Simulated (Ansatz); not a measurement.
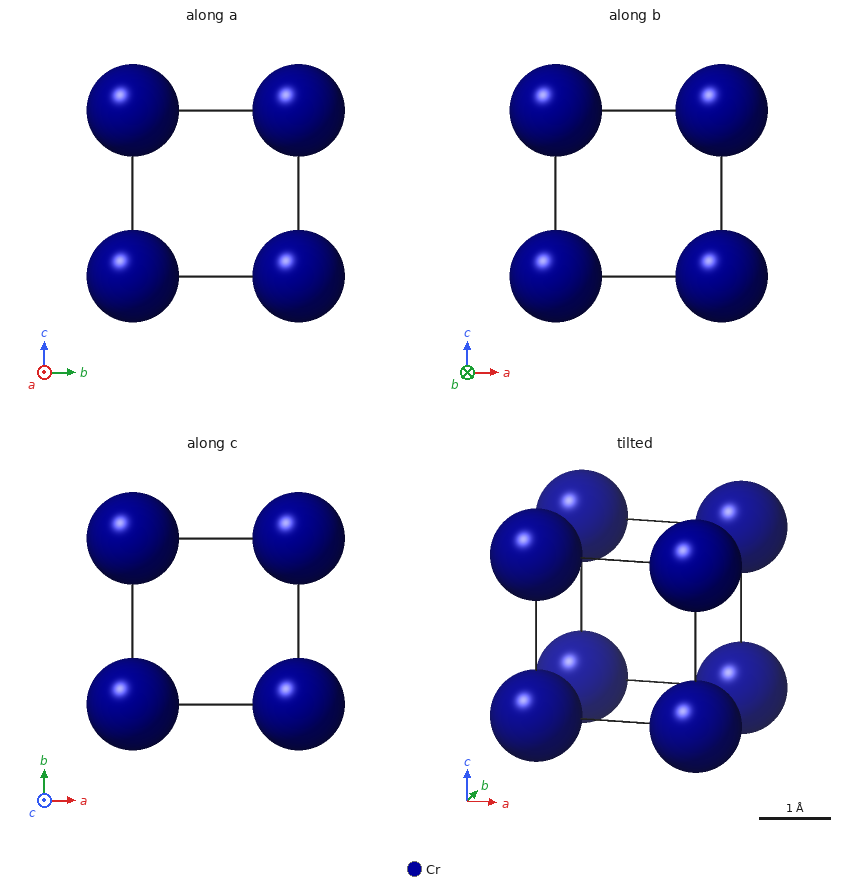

A spheres-only rendering, viewed along the a axis, along the b axis, along the c axis and slightly off an axis. Thin lines show the conventional unit cell, with boundary atoms drawn in all their periodic places.

Lattice parameters: a = 2.3373 Å, b = 2.3373 Å, c = 2.3373 Å, α = 90.000°, β = 90.000°, γ = 90.000°.

Question: Convert the drawing into a CIF in P1 with every atom of the cell.

Answer:
```cif
data_structure
_symmetry_space_group_name_H-M 'P 1'
_symmetry_Int_Tables_number 1
_cell_length_a 2.3373
_cell_length_b 2.3373
_cell_length_c 2.3373
_cell_angle_alpha 90.000
_cell_angle_beta 90.000
_cell_angle_gamma 90.000
_cell_volume 12.77
loop_
_atom_site_label
_atom_site_type_symbol
_atom_site_fract_x
_atom_site_fract_y
_atom_site_fract_z
_atom_site_occupancy
Cr1 Cr 0.0000 0.0000 0.0000 1
```

The initial geometry was a structure type filled with this element by a generator (whether the element takes this form wasn't checked). Earlier steps of the study may have refined or changed the cell and positions. It went into a calculation with Ansatz.

At this level of theory the cell isn't at rest (stretched, at -7 GPa), so its distances can differ from those at equilibrium, the more so the softer the solid.
